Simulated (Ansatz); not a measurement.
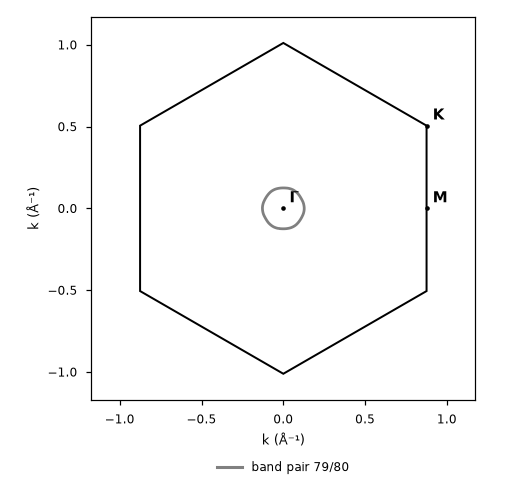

Constant-energy contours of a Bi₂Se₃ monolayer (space group of the slab cell P-3m1), 0.30 eV above the conduction-band minimum (one colour a band).

The calculation used DFT PBE, spin-orbit coupling, plane waves, PAW; levels and slopes on a dense k mesh at the converged density in Ansatz 0.2.0. Non-magnetic. With an inversion centre and no moment every band is doubly degenerate; a pair is shown and named once. k mesh for the levels: 30×30×1. Unrelaxed database geometry (largest force 0.3 eV/Å).

Masses come from a second pass at points close to the extrema; at the energies drawn a band may no longer be parabolic.

> Describe the band extrema that these surfaces surround.

Band pair 79/80 forms the conduction edge. Within this energy: one minimum at Γ, mass 0.13 mₑ in all directions.

> And the gap?

The gap is indirect, 0.38 eV at this level of theory, which underestimates gaps and can reorder valleys that lie close.

Time for the whole run: 11 min on 2 threads of Arm Neoverse V1, on a shared host, peak memory 2.5 GiB.
